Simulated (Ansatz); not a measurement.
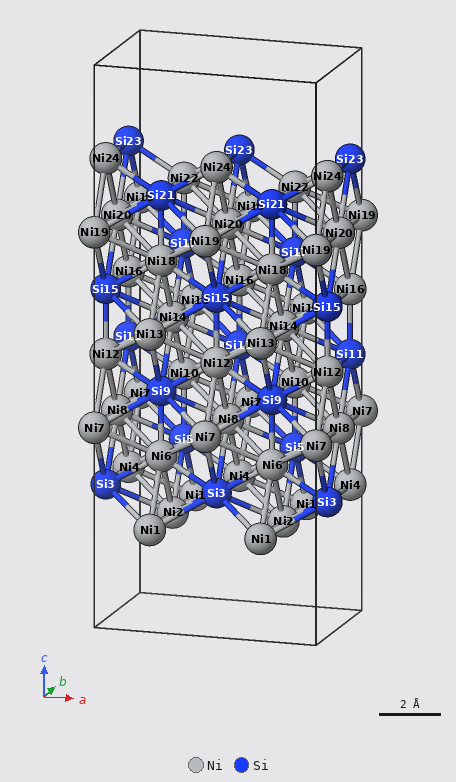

The structure (ball-and-stick view of the 2 × 1 repeat of the cell, with the vacuum cut short, seen slightly off an axis; atoms are numbered from 1 in the order of the input). An atom can appear more than once, as a periodic image.

## Two runs on Ni2Si

System: Ni2Si (slab, 24 atoms in the cell).
Method of run A: DFT PBEsol, scalar-relativistic, plane waves, PAW, no spin polarisation (Ansatz 0.2.0).

The structure derives from an entry of the Crystallography Open Database. Text and figures count atoms from 1; the logs count them from 0 in places.

### Input, run A
```yaml
crystal:
  lattice:
    - [3.8684636528, 0.0, 0.0]
    - [0.0, 4.9169852583, 0.0]
    - [0.0, 0.0, 27.2840219222]
  atoms:
    - { symbol: Ni, position: [0.5, 0.0, 0.2748861594] }
    - { symbol: Ni, position: [0.5, 0.5, 0.2748861594] }
    - { symbol: Si, position: [0.0, 0.25, 0.3158159486] }
    - { symbol: Ni, position: [0.0, 0.75, 0.3158159486] }
    - { symbol: Si, position: [0.5, 0.75, 0.3567457378] }
    - { symbol: Ni, position: [0.5, 0.25, 0.3567457378] }
    - { symbol: Ni, position: [0.0, 0.0, 0.397675527] }
    - { symbol: Ni, position: [0.0, 0.5, 0.397675527] }
    - { symbol: Si, position: [0.5, 0.25, 0.4386053162] }
    - { symbol: Ni, position: [0.5, 0.75, 0.4386053162] }
    - { symbol: Si, position: [0.0, 0.75, 0.4795351054] }
    - { symbol: Ni, position: [0.0, 0.25, 0.4795351054] }
    - { symbol: Ni, position: [0.5, 0.0, 0.5204648946] }
    - { symbol: Ni, position: [0.5, 0.5, 0.5204648946] }
    - { symbol: Si, position: [0.0, 0.25, 0.5613946838] }
    - { symbol: Ni, position: [0.0, 0.75, 0.5613946838] }
    - { symbol: Si, position: [0.5, 0.75, 0.602324473] }
    - { symbol: Ni, position: [0.5, 0.25, 0.602324473] }
    - { symbol: Ni, position: [0.0, 0.0, 0.6432542622] }
    - { symbol: Ni, position: [0.0, 0.5, 0.6432542622] }
    - { symbol: Si, position: [0.5, 0.25, 0.6841840514] }
    - { symbol: Ni, position: [0.5, 0.75, 0.6841840514] }
    - { symbol: Si, position: [0.0, 0.75, 0.7251138406] }
    - { symbol: Ni, position: [0.0, 0.25, 0.7251138406] }
basis:
  ecutwfc: 420
kpoints:
  mp_grid: { grid: [9, 7, 1] }
hamiltonian:
  xc: pbesol
scf:
  occupations: { method: gaussian, width: 0.1 }
output:
  forces: true
  stress: true
  eigenvalues: true
  write_density: true
  write_potential: true
  elf: true
  volumetric_format: npy
efield:
  axis: 3
  dipole_correction: true
  ramp_width: 0.04
```

Launched with:
```bash
ansatz run input.yaml --threads 4 --pin off --max-ram 10240MiB --backend cpu --events-out ev --progress --plain --runs-dir out
```

Hardware: 4 threads of Intel Xeon (Granite Rapids), 32 GiB of memory available, shared host.

### Output, shortened to warnings, some set-up lines, iterations and results (run A)
```
WARN: The output density's exchange-correlation potential varies sharply where the density is thin. Do not read a vacuum level from v_tot or v_xc, or from such a field of the output density. On a cell that repeats whose density bears no net charge and no dipole along the vacuum's axis use v_es (v_loc + v_h of the components); under efield.dipole_correction with no amplitude use v_es + v_field, …
Basis set: ecut = 420 eV, 10219 PW (Γ), exchange–correlation on 54×72×384 points (8 copies of the dense FFT grid, shifted against one another)
Symmetry: 4 space group operations
k-points: 20 of 63
Initial density: superposition of atomic densities (neutral atoms: chi_scale 0, normalization atom), corrected by the library's trained network
[...]
SCF iter   1: F=—  HF=-97858.940185 eV  |F-HF|=—  |Δ(HF+E_count)|=         —  Δρ=1.51e-2  dr2=1.15e0  ethr=1.77e-3  p=0.031 e·Å  D=1.07e-2 V/Å  ΔV_dip=-0.29 eV  …
SCF iter   2: F=—  HF=-97859.178770 eV  |F-HF|=—  |Δ(HF+E_count)|=   2.39e-1  Δρ=2.67e-2  dr2=2.07e0  ethr=3.61e-4  p=0.001 e·Å  D=5.06e-4 V/Å  ΔV_dip=-0.01 eV  …
SCF iter   3: F=—  HF=-97858.880828 eV  |F-HF|=—  |Δ(HF+E_count)|=   2.98e-1  Δρ=9.42e-3  dr2=2.72e-1  ethr=3.61e-4  p=0.001 e·Å  D=4.50e-4 V/Å  ΔV_dip=-0.01 eV  …
SCF iter   4: F=—  HF=-97858.828698 eV  |F-HF|=—  |Δ(HF+E_count)|=   5.21e-2  Δρ=2.26e-3  dr2=1.92e-2  ethr=8.51e-5  p=-0.001 e·Å  D=-3.81e-4 V/Å  ΔV_dip=0.01 eV  …
SCF iter   5: F=—  HF=-97858.827047 eV  |F-HF|=—  |Δ(HF+E_count)|=   1.65e-3  Δρ=7.92e-4  dr2=2.91e-3  ethr=6.00e-6  p=-0.004 e·Å  D=-1.46e-3 V/Å  ΔV_dip=0.04 eV  …
SCF iter   6: F=—  HF=-97858.827081 eV  |F-HF|=—  |Δ(HF+E_count)|=   3.40e-5  Δρ=4.53e-4  dr2=7.37e-4  ethr=9.09e-7  p=-0.004 e·Å  D=-1.52e-3 V/Å  ΔV_dip=0.04 eV  …
SCF iter   7: F=—  HF=-97858.827044 eV  |F-HF|=—  |Δ(HF+E_count)|=   3.70e-5  Δρ=2.27e-4  dr2=1.54e-4  ethr=2.30e-7  p=-0.005 e·Å  D=-1.62e-3 V/Å  ΔV_dip=0.04 eV  …
SCF iter   8: F=—  HF=-97858.827042 eV  |F-HF|=—  |Δ(HF+E_count)|=   1.17e-6  Δρ=6.19e-5  dr2=1.17e-5  ethr=4.81e-8  p=-0.005 e·Å  D=-1.63e-3 V/Å  ΔV_dip=0.04 eV  …
SCF iter   9: F=—  HF=-97858.826996 eV  |F-HF|=—  |Δ(HF+E_count)|=   4.61e-5  Δρ=2.34e-5  dr2=2.06e-6  ethr=3.67e-9  p=-0.005 e·Å  D=-1.66e-3 V/Å  ΔV_dip=0.05 eV  …
SCF iter  10: F=—  HF=-97858.826999 eV  |F-HF|=—  |Δ(HF+E_count)|=   2.90e-6  Δρ=7.65e-6  dr2=2.60e-7  ethr=6.45e-10  p=-0.005 e·Å  D=-1.67e-3 V/Å  ΔV_dip=0.05 eV  …
SCF iter  11: F=-97858.827000 eV  HF=-97858.827000 eV  |F-HF|=1.86e-7  |Δ(HF+E_count)|=   5.23e-7  Δρ=2.85e-6  dr2=5.53e-8  ethr=3.13e-11  p=-0.005 e·Å  D=-1.67e-3 V/Å  …
SCF 1 converged in 11 iterations: F = -97858.827000 eV  dr2 = 5.53e-8
WARN: The output density's exchange-correlation potential varies sharply where the density is thin. Do not read a vacuum level from v_tot or v_xc, or from such a field of the output density. On a cell that repeats whose density bears no net charge and no dipole along the vacuum's axis use v_es …
SCF converged after 11 iterations
Free energy (F): -97858.827000 eV
Harris-Foulkes:  -97858.827000 eV  (|F-HF|=1.86e-7)
Internal energy: -97858.751614 eV  (E = F + TS)
E sigma→0 (E₀):  -97858.789307 eV
Entropy (-TS):   -0.075386 eV (-3.141 meV/atom)
Fermi energy:    6.245619 eV
Dipole field:    D = -0.001596 V/Å  (p = -0.004577 e·Å, saw-weighted, corrected)
Work function:   Φ+ = 4.8033 eV   Φ− = 4.7598 eV
[...]
```

For run B the input was changed thus:
```diff
+  dispersion: d4
+  convergence: { dr2_threshold: 1.0e-05 }
-  write_density: true
-  write_potential: true
-  elf: true
-  volumetric_format: npy
```

What does this change do to the results?

The total energies belong to different models, so their difference says nothing on which is more stable or more accurate. The largest force goes from 1.749 to 1.664 eV/Å. The SCF takes 9 iterations against 11. On the same kind of shared host run B took about 0.7 times as long.

### Output, shortened to warnings, some set-up lines, iterations and results (run B)
```
Warning: scf.convergence.dr2_threshold = 1e-5 eV is looser than this run's default, which is 1e-7 eV or tighter. The error in the forces grows as the threshold's square root, so leave the key out unless less accurate forces are enough
Warning: output.stress: scf.convergence.dr2_threshold = 1e-5 eV is looser than the 2.4e-9 eV advised for a printed stress (1e-10 eV for each atom of the cell: 24). What an SCF threshold leaves in a stress goes as its square root, and in the free energy as the threshold itself, and one threshold admits the most on a small cell: of the crystals measured, under no hybrid functional and no lock of …
Basis set: ecut = 420 eV, 10219 PW (Γ), exchange–correlation on 54×72×384 points (8 copies of the dense FFT grid, shifted against one another)
Symmetry: 4 space group operations
k-points: 20 of 63
Initial density: superposition of atomic densities (neutral atoms: chi_scale 0, normalization atom), corrected by the library's trained network
[...]
SCF iter   1: F=—  HF=-97864.792392 eV  |F-HF|=—  |Δ(HF+E_count)|=         —  Δρ=1.51e-2  dr2=1.15e0  ethr=1.77e-3  p=0.031 e·Å  D=1.07e-2 V/Å  ΔV_dip=-0.29 eV  …
SCF iter   2: F=—  HF=-97865.030977 eV  |F-HF|=—  |Δ(HF+E_count)|=   2.39e-1  Δρ=2.67e-2  dr2=2.07e0  ethr=3.61e-4  p=0.001 e·Å  D=5.06e-4 V/Å  ΔV_dip=-0.01 eV  …
SCF iter   3: F=—  HF=-97864.733034 eV  |F-HF|=—  |Δ(HF+E_count)|=   2.98e-1  Δρ=9.42e-3  dr2=2.72e-1  ethr=3.61e-4  p=0.001 e·Å  D=4.50e-4 V/Å  ΔV_dip=-0.01 eV  …
SCF iter   4: F=—  HF=-97864.680905 eV  |F-HF|=—  |Δ(HF+E_count)|=   5.21e-2  Δρ=2.26e-3  dr2=1.92e-2  ethr=8.51e-5  p=-0.001 e·Å  D=-3.81e-4 V/Å  ΔV_dip=0.01 eV  …
SCF iter   5: F=—  HF=-97864.679253 eV  |F-HF|=—  |Δ(HF+E_count)|=   1.65e-3  Δρ=7.92e-4  dr2=2.91e-3  ethr=6.00e-6  p=-0.004 e·Å  D=-1.46e-3 V/Å  ΔV_dip=0.04 eV  …
SCF iter   6: F=—  HF=-97864.679218 eV  |F-HF|=—  |Δ(HF+E_count)|=   3.53e-5  Δρ=4.53e-4  dr2=7.36e-4  ethr=9.09e-7  p=-0.004 e·Å  D=-1.52e-3 V/Å  ΔV_dip=0.04 eV  …
SCF iter   7: F=—  HF=-97864.679183 eV  |F-HF|=—  |Δ(HF+E_count)|=   3.49e-5  Δρ=2.27e-4  dr2=1.54e-4  ethr=2.30e-7  p=-0.005 e·Å  D=-1.62e-3 V/Å  ΔV_dip=0.04 eV  …
SCF iter   8: F=—  HF=-97864.679191 eV  |F-HF|=—  |Δ(HF+E_count)|=   8.61e-6  Δρ=6.15e-5  dr2=1.16e-5  ethr=4.81e-8  p=-0.005 e·Å  D=-1.63e-3 V/Å  ΔV_dip=0.04 eV  …
SCF iter   9: F=-97864.679205 eV  HF=-97864.679203 eV  |F-HF|=2.05e-6  |Δ(HF+E_count)|=   1.13e-5  Δρ=2.24e-5  dr2=1.92e-6  ethr=3.13e-9  p=-0.005 e·Å  D=-1.66e-3 V/Å  …
SCF 1 converged in 9 iterations: F = -97864.679205 eV  dr2 = 1.92e-6
SCF converged after 9 iterations
Free energy (F): -97864.679205 eV
Harris-Foulkes:  -97864.679203 eV  (|F-HF|=2.05e-6)
Internal energy: -97864.603820 eV  (E = F + TS)
E sigma→0 (E₀):  -97864.641512 eV
Entropy (-TS):   -0.075385 eV (-3.141 meV/atom)
Fermi energy:    6.245866 eV
Dipole field:    D = -0.001794 V/Å  (p = -0.005145 e·Å, saw-weighted, corrected)
Work function:   Φ+ = 4.8060 eV   Φ− = 4.7571 eV
Levels:          The Fermi level and band energies are counted from a zero that moves with the ramp; work functions are not
--- Per-component energies (eV) ---
  E_band       = -8007.888888
  E_kinetic    = 4912.836868
  E_local      = -636875.415534  (includes V_loc(G=0)·N_el)
  E_nonlocal   = 10422.489137
  E_hartree    = 312076.427083
  E_xc         = -1806.431785
  E_vxc        = -2146.929290  (∫ρ·V_xc dr)
  E_paw        = -29551.715911  (= ΣΔE_a)
  E_vpaw       = -8473.687166  (= ΣTr[D̂ρ^β])
  E_aug_tail   = 0.007561  (compensation charges beyond the density's cutoff)
  E_efield     = 0.000005  (sawtooth field / dipole correction)
  E_vefield    = -0.112172  (∫n·V_field dr)
  E_ewald      = 242959.641857
  E_disp       = -5.852206  (pairwise vdW)
  E_core_change = 3.409107  (= ΣΔE_core)
  E_smearing   = -0.075385  (= −TS)
  E_closure    = 0.000000  (closes the sum)
  Σ components = -97864.679205   (vs F -97864.679205, Δ=0.00e0)
--- Forces (eV/Å), atoms counted from 1 ---
  atom   1  Ni    -0.00000000     0.10920680     1.53217494
  atom   2  Ni     0.00000000    -0.10920680     1.53217494
  atom   3  Si    -0.00000000    -0.00000000    -1.66384031
  atom   4  Ni     0.00000000    -0.00000000    -0.72094151
  atom   5  Si    -0.00000000    -0.00000000    -0.50548251
  atom   6  Ni     0.00000000    -0.00000000     0.17296378
  atom   7  Ni    -0.00000000     0.02565586     0.10710030
  atom   8  Ni     0.00000000    -0.02565586     0.10710030
  atom   9  Si     0.00000000     0.00000000    -0.13478699
  atom  10  Ni     0.00000000    -0.00000000     0.06044270
  atom  11  Si    -0.00000000     0.00000000    -0.04728598
  atom  12  Ni     0.00000000    -0.00000000     0.03110493
  atom  13  Ni     0.00000000    -0.03275595    -0.01539006
  atom  14  Ni    -0.00000000     0.03275595    -0.01539006
  atom  15  Si    -0.00000000     0.00000000     0.07643297
  atom  16  Ni     0.00000000    -0.00000000    -0.08034905
  atom  17  Si     0.00000000     0.00000000     0.11892873
  atom  18  Ni    -0.00000000    -0.00000000    -0.12241931
  atom  19  Ni     0.00000000     0.01229763    -0.13276501
  atom  20  Ni    -0.00000000    -0.01229763    -0.13276501
  atom  21  Si     0.00000000     0.00000000    -0.36424295
  atom  22  Ni     0.00000000    -0.00000000     0.50650589
[...]
```

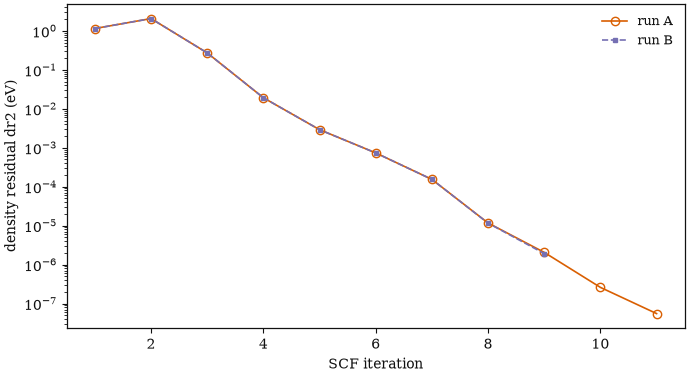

Convergence of the two runs: density residual dr2 against the SCF iteration. Run A takes 11 iterations in all, and run B takes 9.

### The two runs side by side

| quantity | run A | run B |
| --- | --- | --- |
| outcome | converged | converged |
| free energy per atom (eV) | −4077.4511 | −4077.6950 |
| energy per atom, smearing taken to zero (eV) | −4077.4496 | −4077.6934 |
| gap on the mesh (eV) | 0.00 | 0.00 |
| work function (eV) | 4.80 | – |
| largest force (eV/Å) | 1.749 | 1.664 |
| SCF iterations | 11 | 9 |
| irreducible k-points | 20 | 20 |
| plane waves at Γ | 10219 | 10219 |
| wall time (shared host) | 66 s | 46 s |

For both runs: The run has no spin polarisation, so a magnetic state may lie lower. For run A: Warnings: the exchange-correlation potential is rough where the density is thin. For run B: These settings are looser than, or depart from, a standard set-up, so the numbers are not reference values for this system. Warnings: the SCF threshold is loose for the printed forces; the SCF threshold is looser than advised for the printed stress.
